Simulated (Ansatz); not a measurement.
# TaN: single-point calculation (part 2 of 3)

TaN (P6₃/mmc, 4 atoms in the cell); DFT r2SCAN+U, scalar-relativistic, plane waves, PAW, Ueff = 4 eV on Ta atom 1 d; Ueff = 4 eV on Ta atom 2 d, spin-polarised (Ansatz 0.2.0); cutoff 500 eV, 7×7×4 k-mesh, Gaussian smearing of 0.05 eV, collinear spins. The structure derives from an entry of the Crystallography Open Database. It belongs to a series of runs on one base structure; here: natural orbitals of the symmetric run, filled by rank.

Geometry of the input (Å; fractional positions):
```
3.0480  0.0000  0.0000
-1.5240  2.6396  0.0000
0.0000  0.0000  4.9180
Ta 0.0000  0.0000  0.0000
Ta 0.0000  0.0000  0.5000
N  0.3333  0.6667  0.2500
N  0.6667  0.3333  0.7500
```

### Log, continued
```
SCF iter   1: F=—  HF=-20646.619140 eV  |F-HF|=—  |Δ(HF+E_count)|=         —  Δρ=8.04e-2 (↑8.04e-2 ↓7.50e-2)  dr2=3.48e0  dr2_τ=3.19e-1  dr2_m=1.35e0  M=-0.270 μB ∫|m|=2.412 μB  β_m=0.30  ethr=3.10e-3  ⟨swp⟩=6.0  Hψ=13688  notcnv=0  defer=1
preconditioner: auto → Kerker (q_TF=auto, 2.686 Å⁻¹)  [metal: Δε(μ)=0.055 eV  Ē_g=12.615 eV  σ=0.050 eV  W_gap=0.48  n_scr=10 (ndim 8)  ℏωp=26.4 eV  f_vac=0.000  D(μ)=1.28/eV (n_scr^D=8)]
spin=Collinear: Kerker preconditioning applied to the charge; magnetization (m = ρ↑ − ρ↓) channel mixes plain (no charge-response kernel on spin).
SCF iter   2: F=—  HF=-20647.111889 eV  |F-HF|=—  |Δ(HF+E_count)|=   4.93e-1  Δρ=5.66e-2 (↑5.66e-2 ↓5.26e-2)  dr2=1.52e0  dr2_τ=2.91e-2  dr2_m=6.93e-1  M=-0.312 μB ∫|m|=2.406 μB  β_m=0.30  ethr=3.10e-3  ⟨swp⟩=2.0  Hψ=5537  notcnv=0  defer=185  κ⁻¹=1.0e0(r=1)
SCF iter   3: F=—  HF=-20647.343513 eV  |F-HF|=—  |Δ(HF+E_count)|=   2.32e-1  Δρ=3.53e-2 (↑3.53e-2 ↓3.39e-2)  dr2=2.07e-1  dr2_τ=2.23e-2  dr2_m=3.59e-1  M=-0.338 μB ∫|m|=2.399 μB  β_m=0.30  ethr=3.10e-3  ⟨swp⟩=2.2  Hψ=4576  notcnv=0  defer=186  κ⁻¹=4.0e-3(r=2)
SCF iter   4: F=—  HF=-20647.566896 eV  |F-HF|=—  |Δ(HF+E_count)|=   2.23e-1  Δρ=2.37e-2 (↑2.37e-2 ↓2.33e-2)  dr2=4.26e-2  dr2_τ=5.11e-3  dr2_m=1.92e-1  M=-0.331 μB ∫|m|=2.419 μB  β_m=0.30  ethr=5.75e-4  ⟨swp⟩=2.5  Hψ=6236  notcnv=0  defer=184  κ⁻¹=1.5e-3(r=3)
SCF iter   5: F=—  HF=-20647.657559 eV  |F-HF|=—  |Δ(HF+E_count)|=   9.07e-2  Δρ=1.72e-2 (↑1.67e-2 ↓1.72e-2)  dr2=4.88e-3  dr2_τ=2.55e-3  dr2_m=1.02e-1  M=-0.321 μB ∫|m|=2.425 μB  β_m=0.30  ethr=1.18e-4  ⟨swp⟩=2.1  Hψ=4941  notcnv=0  defer=184  κ⁻¹=2.5e-4(r=4)
SCF iter   6: F=—  HF=-20647.711767 eV  |F-HF|=—  |Δ(HF+E_count)|=   5.42e-2  Δρ=1.23e-2 (↑1.23e-2 ↓1.21e-2)  dr2=5.76e-4  dr2_τ=1.20e-3  dr2_m=5.39e-2  M=-0.312 μB ∫|m|=2.439 μB  β_m=1.20  ethr=1.35e-5  ⟨swp⟩=2.0  Hψ=5403  notcnv=0  defer=184
Mixer restart at iter 6: flushing history
spin-set hold released at iteration 6 (site moments contracting): the magnetisation degrees of freedom join the quasi-Newton model from the next iteration; the mixer history was flushed
SCF iter   7: F=—  HF=-20647.775563 eV  |F-HF|=—  |Δ(HF+E_count)|=   6.38e-2  Δρ=2.41e-3 (↑2.41e-3 ↓1.85e-3)  dr2=1.08e-3  dr2_τ=1.96e-4  dr2_m=1.31e-3  M=-0.270 μB ∫|m|=2.487 μB  β_m=1.20  ethr=1.60e-6  ⟨swp⟩=3.5  Hψ=7784  notcnv=0  defer=184  κ⁻¹=1.0e0(r=1)
SCF iter   8: F=—  HF=-20647.778602 eV  |F-HF|=—  |Δ(HF+E_count)|=   3.04e-3  Δρ=1.20e-3 (↑1.20e-3 ↓8.67e-4)  dr2=9.00e-4  dr2_τ=2.34e-5  dr2_m=6.77e-5  M=-0.251 μB ∫|m|=2.505 μB  β_m=1.20  ethr=1.60e-6  ⟨swp⟩=2.0  Hψ=5073  notcnv=0  defer=183  κ⁻¹=1.2e-2(r=2)
SCF iter   9: F=—  HF=-20647.779033 eV  |F-HF|=—  |Δ(HF+E_count)|=   4.32e-4  Δρ=7.48e-4 (↑7.48e-4 ↓7.26e-4)  dr2=5.23e-4  dr2_τ=3.04e-6  dr2_m=1.36e-6  M=-0.245 μB ∫|m|=2.511 μB  β_m=1.20  ethr=1.60e-6  ⟨swp⟩=2.5  Hψ=4367  notcnv=0  defer=183  κ⁻¹=1.5e-3(r=3)
SCF iter  10: F=—  HF=-20647.779441 eV  |F-HF|=—  |Δ(HF+E_count)|=   4.08e-4  Δρ=3.19e-4 (↑2.99e-4 ↓3.19e-4)  dr2=9.55e-5  dr2_τ=8.90e-7  dr2_m=4.98e-7  M=-0.246 μB ∫|m|=2.512 μB  β_m=1.20  ethr=1.45e-6  ⟨swp⟩=2.0  Hψ=4660  notcnv=0  defer=183  κ⁻¹=5.2e-4(r=4)
SCF iter  11: F=—  HF=-20647.779512 eV  |F-HF|=—  |Δ(HF+E_count)|=   7.09e-5  Δρ=1.25e-4 (↑1.25e-4 ↓1.19e-4)  dr2=1.95e-5  dr2_τ=2.58e-7  dr2_m=8.79e-8  M=-0.246 μB ∫|m|=2.512 μB  β_m=1.20  ethr=2.65e-7  ⟨swp⟩=2.0  Hψ=4982  notcnv=0  defer=183  κ⁻¹=1.5e-5(r=5)
Mixer restart at iter 11: flushing history
SCF iter  12: F=-20649.969448 eV  HF=-20647.779520 eV  |F-HF|=2.19e0  |Δ(HF+E_count)|=         —  Δρ=1.25e-4 (↑1.25e-4 ↓1.19e-4)  dr2=1.96e-5  dr2_τ=2.57e-7  dr2_m=8.55e-8  M=-0.246 μB ∫|m|=2.512 μB  β_m=1.20  ethr=5.41e-8  ⟨swp⟩=1.0  Hψ=2696  notcnv=0  defer=183
SCF iter  13: F=-20650.194068 eV  HF=-20648.935247 eV  |F-HF|=1.26e0  |Δ(HF+E_count)|=    1.16e0  Δρ=5.06e-3 (↑5.03e-3 ↓5.06e-3)  dr2=2.02e-2  dr2_τ=8.79e-4  dr2_m=4.10e-3  M=-0.342 μB ∫|m|=2.386 μB  β_m=0.30  ethr=5.41e-8  ⟨swp⟩=5.7  Hψ=9902  notcnv=0  defer=183  κ⁻¹=1.0e0(r=1)
SCF iter  14: F=-20650.529912 eV  HF=-20650.460249 eV  |F-HF|=6.97e-2  |Δ(HF+E_count)|=    1.53e0  Δρ=1.29e-2 (↑1.15e-2 ↓1.29e-2)  dr2=9.39e-2  dr2_τ=1.50e-3  dr2_m=2.82e-2  M=-0.355 μB ∫|m|=2.010 μB  β_m=0.58  ethr=5.41e-8  ⟨swp⟩=4.5  Hψ=10187  notcnv=0  defer=182  κ⁻¹=1.2e-2(r=2)
SCF iter  15: F=-20650.633782 eV  HF=-20650.590570 eV  |F-HF|=4.32e-2  |Δ(HF+E_count)|=   1.30e-1  Δρ=8.68e-3 (↑7.03e-3 ↓8.68e-3)  dr2=3.53e-2  dr2_τ=5.80e-4  dr2_m=1.11e-2  M=-0.306 μB ∫|m|=1.838 μB  β_m=1.20  ethr=5.41e-8  ⟨swp⟩=5.1  Hψ=9893  notcnv=0  defer=177  κ⁻¹=6.5e-3(r=3)
SCF iter  16: F=-20650.699855 eV  HF=-20650.668270 eV  |F-HF|=3.16e-2  |Δ(HF+E_count)|=   7.77e-2  Δρ=5.08e-3 (↑5.08e-3 ↓4.54e-3)  dr2=1.77e-2  dr2_τ=2.84e-4  dr2_m=9.88e-4  M=-0.295 μB ∫|m|=1.642 μB  β_m=1.20  ethr=5.41e-8  ⟨swp⟩=4.8  Hψ=9730  notcnv=0  defer=172  κ⁻¹=5.2e-3(r=4)
SCF iter  17: F=-20650.724398 eV  HF=-20650.709688 eV  |F-HF|=1.47e-2  |Δ(HF+E_count)|=   4.14e-2  Δρ=4.15e-3 (↑3.37e-3 ↓4.15e-3)  dr2=1.61e-2  dr2_τ=1.15e-4  dr2_m=2.78e-4  M=-0.287 μB ∫|m|=1.507 μB  β_m=1.20  ethr=5.41e-8  ⟨swp⟩=4.4  Hψ=8942  notcnv=0  defer=164  κ⁻¹=3.4e-3(r=5)
SCF iter  18: F=-20650.755282 eV  HF=-20650.751609 eV  |F-HF|=3.67e-3  |Δ(HF+E_count)|=   4.19e-2  Δρ=2.45e-3 (↑2.23e-3 ↓2.45e-3)  dr2=6.20e-3  dr2_τ=1.18e-4  dr2_m=6.55e-4  M=-0.243 μB ∫|m|=1.279 μB  β_m=0.98  ethr=5.41e-8  ⟨swp⟩=5.2  Hψ=9395  notcnv=0  defer=163  κ⁻¹=1.4e-3(r=6)
SCF iter  19: F=-20650.763318 eV  HF=-20650.760760 eV  |F-HF|=2.56e-3  |Δ(HF+E_count)|=   9.15e-3  Δρ=1.48e-3 (↑1.48e-3 ↓1.31e-3)  dr2=1.94e-3  dr2_τ=1.93e-5  dr2_m=7.04e-5  M=-0.219 μB ∫|m|=1.200 μB  β_m=1.20  ethr=5.41e-8  ⟨swp⟩=3.5  Hψ=8167  notcnv=0  defer=151  κ⁻¹=1.1e-3(r=7)
SCF iter  20: F=-20650.767640 eV  HF=-20650.765496 eV  |F-HF|=2.14e-3  |Δ(HF+E_count)|=   4.74e-3  Δρ=1.34e-3 (↑1.34e-3 ↓9.36e-4)  dr2=1.10e-3  dr2_τ=1.34e-5  dr2_m=5.55e-5  M=-0.191 μB ∫|m|=1.154 μB  β_m=1.20  ethr=5.41e-8  ⟨swp⟩=3.8  Hψ=7145  notcnv=0  defer=151  κ⁻¹=2.4e-4(r=8)
SCF iter  21: F=-20650.771031 eV  HF=-20650.768961 eV  |F-HF|=2.07e-3  |Δ(HF+E_count)|=   3.46e-3  Δρ=1.20e-3 (↑1.20e-3 ↓8.60e-4)  dr2=8.68e-4  dr2_τ=1.11e-5  dr2_m=6.46e-5  M=-0.152 μB ∫|m|=1.119 μB  β_m=1.20  ethr=5.41e-8  ⟨swp⟩=3.8  Hψ=7054  notcnv=0  defer=151  κ⁻¹=5.9e-5(r=8)
SCF iter  22: F=-20650.773364 eV  HF=-20650.771251 eV  |F-HF|=2.11e-3  |Δ(HF+E_count)|=   2.29e-3  Δρ=1.13e-3 (↑1.13e-3 ↓8.28e-4)  dr2=7.09e-4  dr2_τ=9.63e-6  dr2_m=7.25e-5  M=-0.120 μB ∫|m|=1.100 μB  β_m=1.20  ethr=5.41e-8  ⟨swp⟩=3.3  Hψ=6044  notcnv=0  defer=152  κ⁻¹=2.3e-4(r=8)
SCF iter  23: F=-20650.776043 eV  HF=-20650.774337 eV  |F-HF|=1.71e-3  |Δ(HF+E_count)|=   3.09e-3  Δρ=9.23e-4 (↑9.23e-4 ↓7.36e-4)  dr2=4.64e-4  dr2_τ=6.29e-6  dr2_m=3.23e-5  M=-0.081 μB ∫|m|=1.077 μB  β_m=1.20  ethr=5.41e-8  ⟨swp⟩=3.5  Hψ=6938  notcnv=0  defer=152  κ⁻¹=5.4e-4(r=8)
SCF iter  24: F=-20650.778497 eV  HF=-20650.777881 eV  |F-HF|=6.17e-4  |Δ(HF+E_count)|=   3.54e-3  Δρ=6.76e-4 (↑6.76e-4 ↓5.37e-4)  dr2=4.39e-4  dr2_τ=4.00e-6  dr2_m=1.18e-5  M=-0.033 μB ∫|m|=1.052 μB  β_m=1.17  ethr=5.41e-8  ⟨swp⟩=3.6  Hψ=7116  notcnv=0  defer=153  κ⁻¹=5.6e-4(r=8)
SCF iter  25: F=-20650.778677 eV  HF=-20650.778087 eV  |F-HF|=5.90e-4  |Δ(HF+E_count)|=   2.06e-4  Δρ=5.39e-4 (↑5.39e-4 ↓4.56e-4)  dr2=1.49e-4  dr2_τ=3.74e-6  dr2_m=2.50e-5  M=-0.038 μB ∫|m|=1.056 μB  β_m=1.20  ethr=5.41e-8  ⟨swp⟩=3.0  Hψ=5946  notcnv=0  defer=154  κ⁻¹=5.7e-4(r=8)
SCF iter  26: F=-20650.779565 eV  HF=-20650.779425 eV  |F-HF|=1.40e-4  |Δ(HF+E_count)|=   1.34e-3  Δρ=3.00e-4 (↑3.00e-4 ↓2.76e-4)  dr2=5.07e-5  dr2_τ=1.95e-6  dr2_m=1.01e-5  M=-0.018 μB ∫|m|=1.036 μB  β_m=1.20  ethr=5.41e-8  ⟨swp⟩=4.0  Hψ=7094  notcnv=0  defer=154  κ⁻¹=1.9e-3(r=8)
SCF iter  27: F=-20650.779644 eV  HF=-20650.779583 eV  |F-HF|=6.09e-5  |Δ(HF+E_count)|=   1.58e-4  Δρ=2.50e-4 (↑2.50e-4 ↓1.87e-4)  dr2=5.11e-5  dr2_τ=7.98e-7  dr2_m=3.64e-6  M=-0.012 μB ∫|m|=1.040 μB  β_m=1.20  ethr=5.41e-8  ⟨swp⟩=2.2  Hψ=5145  notcnv=0  defer=154  κ⁻¹=6.8e-3(r=8)
SCF iter  28: F=-20650.779693 eV  HF=-20650.779630 eV  |F-HF|=6.27e-5  |Δ(HF+E_count)|=   4.78e-5  Δρ=2.58e-4 (↑2.58e-4 ↓1.65e-4)  dr2=2.91e-5  dr2_τ=8.30e-7  dr2_m=6.91e-6  M=0.005 μB ∫|m|=1.039 μB  β_m=1.20  ethr=5.41e-8  ⟨swp⟩=3.2  Hψ=5707  notcnv=0  defer=154  κ⁻¹=6.0e-3(r=8)
SCF iter  29: F=-20650.779713 eV  HF=-20650.779672 eV  |F-HF|=4.16e-5  |Δ(HF+E_count)|=   4.13e-5  Δρ=1.75e-4 (↑1.75e-4 ↓1.47e-4)  dr2=2.48e-5  dr2_τ=4.90e-7  dr2_m=2.57e-6  M=0.006 μB ∫|m|=1.043 μB  β_m=1.20  ethr=5.41e-8  ⟨swp⟩=2.0  Hψ=4726  notcnv=0  defer=152  κ⁻¹=2.2e-3(r=8)
SCF iter  30: F=-20650.779747 eV  HF=-20650.779732 eV  |F-HF|=1.49e-5  |Δ(HF+E_count)|=   6.04e-5  Δρ=1.09e-4 (↑8.43e-5 ↓1.09e-4)  dr2=4.67e-6  dr2_τ=2.63e-7  dr2_m=1.66e-6  M=-0.003 μB ∫|m|=1.050 μB  β_m=0.83  ethr=5.41e-8  ⟨swp⟩=2.6  Hψ=5143  notcnv=0  defer=153  κ⁻¹=1.3e-3(r=8)
SCF iter  31: F=-20650.779771 eV  HF=-20650.779768 eV  |F-HF|=2.88e-6  |Δ(HF+E_count)|=   3.59e-5  Δρ=4.45e-5 (↑3.36e-5 ↓4.45e-5)  dr2=1.30e-6  dr2_τ=1.21e-8  dr2_m=1.04e-7  M=0.002 μB ∫|m|=1.050 μB  β_m=1.20  ethr=1.30e-8  ⟨swp⟩=2.9  Hψ=5381  notcnv=0  defer=153  κ⁻¹=3.8e-4(r=8)
SCF iter  32: F=-20650.779773 eV  HF=-20650.779772 eV  |F-HF|=1.44e-6  |Δ(HF+E_count)|=   3.87e-6  Δρ=2.87e-5 (↑2.00e-5 ↓2.87e-5)  dr2=5.65e-7  dr2_τ=6.92e-9  dr2_m=2.84e-8  M=0.001 μB ∫|m|=1.051 μB  β_m=1.20  ethr=3.61e-9  ⟨swp⟩=2.3  Hψ=4721  notcnv=0  defer=153  κ⁻¹=3.1e-4(r=8)
SCF iter  33: F=-20650.779775 eV  HF=-20650.779775 eV  |F-HF|=5.98e-7  |Δ(HF+E_count)|=   3.02e-6  Δρ=1.52e-5 (↑1.03e-5 ↓1.52e-5)  dr2=1.10e-7  dr2_τ=2.73e-9  dr2_m=1.65e-8  M=0.001 μB ∫|m|=1.051 μB  β_m=1.20  ethr=1.57e-9  ⟨swp⟩=2.7  Hψ=5071  notcnv=0  defer=153  κ⁻¹=2.7e-4(r=8)
SCF iter  34: F=-20650.779776 eV  HF=-20650.779776 eV  |F-HF|=3.03e-7  |Δ(HF+E_count)|=   1.24e-6  Δρ=9.55e-6 (↑9.55e-6 ↓9.29e-6)  dr2=6.38e-8  dr2_τ=8.60e-10  dr2_m=4.48e-9  M=0.001 μB ∫|m|=1.052 μB  β_m=1.20  ethr=2.78e-10  ⟨swp⟩=15.4  Hψ=21880  notcnv=0  κ⁻¹=1.0e-4(r=8)
SCF iter  35: F=-20650.779777 eV  HF=-20650.779777 eV  |F-HF|=1.30e-7  |Δ(HF+E_count)|=   6.53e-7  Δρ=5.28e-6 (↑5.28e-6 ↓5.15e-6)  dr2=2.11e-8  dr2_τ=2.80e-10  dr2_m=1.41e-9  M=0.001 μB ∫|m|=1.052 μB  β_m=1.20  ethr=1.77e-10  ⟨swp⟩=9.6  Hψ=18182  notcnv=0  κ⁻¹=4.2e-5(r=8)
iter 36 did not close the SCF: its close was put off for a magnetic moment that had not settled (scf_convergence_deferred on its scf_iter line)
SCF iter  36: F=-20650.779777 eV  HF=-20650.779777 eV  |F-HF|=3.80e-8  |Δ(HF+E_count)|=   3.44e-7  Δρ=3.25e-6 (↑3.24e-6 ↓3.25e-6)  dr2=7.57e-9  dr2_τ=1.93e-10  dr2_m=7.03e-10  M=0.001 μB ∫|m|=1.052 μB  β_m=1.20  ethr=5.86e-11  ⟨swp⟩=10.3  Hψ=19655  notcnv=0  κ⁻¹=5.0e-5(r=8)
iter 37 did not close the SCF: its close was put off for a magnetic moment that had not settled (scf_convergence_deferred on its scf_iter line)
SCF iter  37: F=-20650.779777 eV  HF=-20650.779777 eV  |F-HF|=1.95e-8  |Δ(HF+E_count)|=   7.98e-8  Δρ=2.75e-6 (↑2.27e-6 ↓2.75e-6)  dr2=4.13e-9  dr2_τ=1.13e-10  dr2_m=4.17e-10  M=0.000 μB ∫|m|=1.052 μB  β_m=1.20  ethr=2.10e-11  ⟨swp⟩=6.3  Hψ=16994  notcnv=0  κ⁻¹=2.4e-5(r=8)
SCF iter  38: F=-20650.779777 eV  HF=-20650.779777 eV  |F-HF|=6.10e-9  |Δ(HF+E_count)|=   5.08e-8  Δρ=1.42e-6 (↑1.31e-6 ↓1.42e-6)  dr2=1.20e-9  dr2_τ=3.47e-11  dr2_m=1.56e-10  M=0.000 μB ∫|m|=1.053 μB  ethr=1.15e-11  ⟨swp⟩=6.0  Hψ=17097  notcnv=0
WARN: hamiltonian.hubbard: on 4 of 4 specified blocks the occupation matrix of this SCF's result fails the test of the specified filling. At site 0 ↑ (sites count from 0 in the list of atoms of the cell that this SCF solves) the least filled combination of the orbitals specified full has occupation 0.511, and the fullest combination of the orbitals specified empty has occupation 0.472; the filling counts as kept where the first is at least 0.75 and exceeds the second by more than 0.25. The same holds at site 0 ↓, site 1 ↑, site 1 ↓. The state of this SCF's result may not hold the specified filling, though these bounds can also misjudge a state that does. This warning does not say which state is lower in energy, or whether the specified filling is a self-consistent state at all; see hamiltonian.hubbard.sites[].starting_ns, Limitations, and scf.initial_density.shell_occupations in the input reference
SCF 1 converged in 38 iterations: F = -20650.779777 eV  dr2 = 1.20e-9
  greatest PAW one-centre occupation: 0.998 electrons in one spin orbital (limit 2), on the Ta atom at site 0 (counted from 0), in its partial waves of l = 0
```

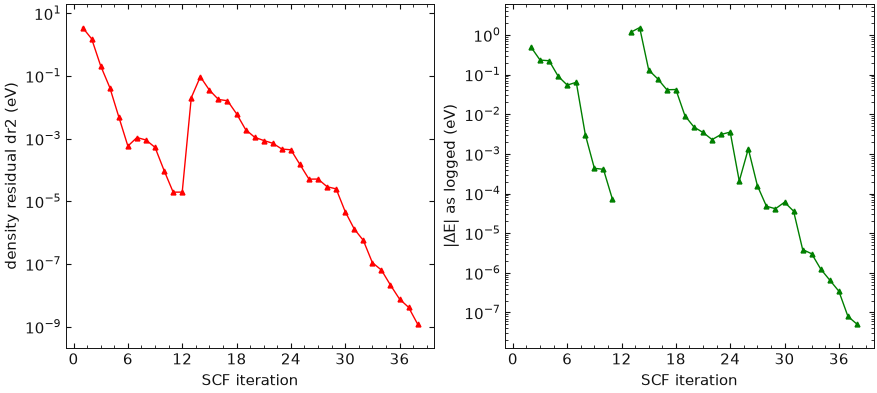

**Figure 1.** Convergence of the self-consistent field: density residual dr2 and size of the energy change against the SCF iteration. The residual falls unevenly and jumps up by a factor of two or more 2 times on the way down.

```
this state was not tested for a lower state beside it, because the mixer in use, unlike msr1, does not test its closes by its own steps (another_mixer; see scf.mixing.algorithm and scf.lower_state_search)
SCF converged after 38 iterations
Magnetization: 0.0003 μB (18.0002 up, 17.9998 down)
Absolute magnetization: 1.0597 μB (∫|ρ↑−ρ↓|, with the PAW one-centre terms)
Spin contamination: 0.5392 ħ² per cell (⟨S²⟩ above its minimum at these occupations)
Per-site moments (μB) at R_I (Å): [(0.2257098907717414, 0.8855253724830552), (-0.2255582232862609, 0.8855253724830552), (7.672783693470172e-6, 0.8855253724830552), (7.672783693491064e-6, 0.8855253724830552)]
Free energy (F): -20650.779777 eV
Harris-Foulkes:  -20650.779777 eV  (|F-HF|=6.10e-9)
Internal energy: -20650.778081 eV  (E = F + TS)
E sigma→0 (E₀):  -20650.778929 eV
Entropy (-TS):   -0.001696 eV (-0.424 meV/atom)
Fermi energy:    23.299441 eV
--- Per-component energies (eV) ---
  E_band       = -60.879741
  E_kinetic    = 1027.789884
  E_local      = -1155.212217  (includes V_loc(G=0)·N_el)
  E_nonlocal   = 124.648190
  E_hartree    = 409.137276
  E_xc         = -537.444450
  E_vxc        = -625.514843  (∫ρ·V_xc dr)
  E_hubbard    = 8.783668  (on-site DFT+U / exact-exchange correction)
  E_vhub       = 2.435122  (the Hubbard potential's part of the band-sum identity)
  E_paw        = -17108.283828  (= ΣΔE_a)
  E_vpaw       = -285.556348  (= ΣTr[D̂ρ^β])
  E_aug_tail   = 0.000237  (compensation charges beyond the density's cutoff)
  E_vtau       = 32.256448  (kinetic-family band-sum trace: ∫τ·v_τ [+ j·A + Jᵃ·Aᵃ] dr)
  E_ewald      = -3418.625152
  E_core_change = -1.571690  (= ΣΔE_core)
  E_smearing   = -0.001696  (= −TS)
  E_closure    = 0.000000  (closes the sum)
  Σ components = -20650.779777   (vs F -20650.779777, Δ=0.00e0)
```
